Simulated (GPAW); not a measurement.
```cif
data_structure
_symmetry_space_group_name_H-M 'P 1'
_symmetry_Int_Tables_number 1
_cell_length_a 2.5424
_cell_length_b 2.5733
_cell_length_c 2.7501
_cell_angle_alpha 64.714
_cell_angle_beta 87.389
_cell_angle_gamma 61.364
_cell_volume 13.99
loop_
_atom_site_label
_atom_site_type_symbol
_atom_site_fract_x
_atom_site_fract_y
_atom_site_fract_z
_atom_site_occupancy
Ir1 Ir 0.00000 0.00000 0.00000 1
```

Space group P-1; computed pressure about 27 GPa in this cell.

Method: Kohn-Sham DFT of a periodic cell, PBE, GPAW PAW data sets (gpaw-data 1.2.1) (GPAW 26.7.0).

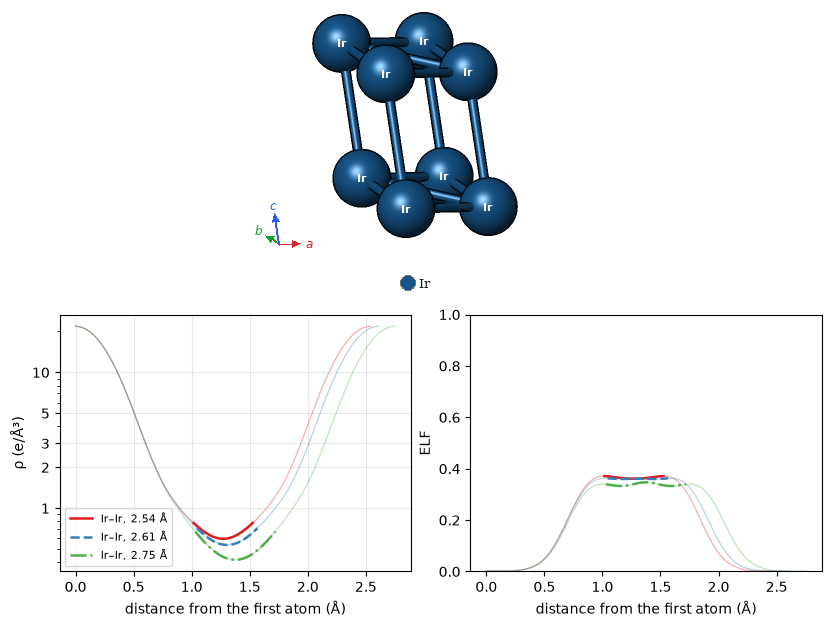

Ir. Valence electron density and electron localisation function along straight lines between neighbouring atoms. Thin, pale parts lie inside the atomic spheres. The structure is drawn too.

Core electrons are frozen (PAW), and the valence fields are smoothed inside the atomic spheres.

Compare the contacts.

Answer. Ir–Ir (2.54 Å): ρ is about 0.6 e/Å³ halfway; the ELF is about 0.35 at the midpoint.
Ir–Ir (2.61 Å): ρ is about 0.54 e/Å³ halfway; the ELF is about 0.35 at the midpoint.
Ir–Ir (2.75 Å): the density is about 0.42 e/Å³ at the midpoint; the ELF is about 0.35 at the midpoint.
